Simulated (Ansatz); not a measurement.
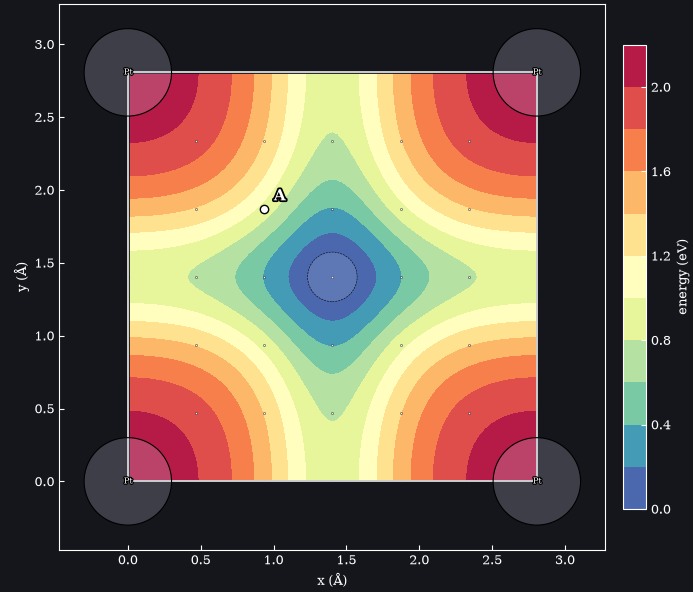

S on a Pt(100) slab cut from the Fm-3m phase, its upper half relaxed before the scan (12 atoms of substrate and one adsorbate in a 2 × 2 cell). S is moved over the surface cell; relaxed at each place: the height of the adsorbate's atoms; substrate rigid; the origin of the map has the adsorbate above Pt9. Places are given modulo a cell vector. The map is drawn in real space over the plane of the surface. Grid: 6 × 6 points; 10 points were computed and 26 follow by symmetry. Places are given in fractions of the 1 × 1 surface cell. Energies: eV, counted from the lowest grid point. Theory: DFT PBE, scalar-relativistic, plane waves, PAW (Ansatz 0.2.0). Settings: cutoff 420 eV, k-mesh 5×5×1, gaussian smearing 0.1 eV, no spin polarisation.

In the figure: filled contours, dots at the grid points, labelled circles for the atoms of the top layer and small ones for the second layer, the outline of one cell of the plane, the point A. Between grid points the surface is interpolated.

### Which way does the force act at A, and how strong is it?

A, at (2/6, 4/6) of the cell vectors, is not a stationary point. The computed force is 2.1 eV/Å in the plane, pointing down and right in the picture (components 1.5 and −1.5 eV/Å).

PAW datasets: the set soft_1.
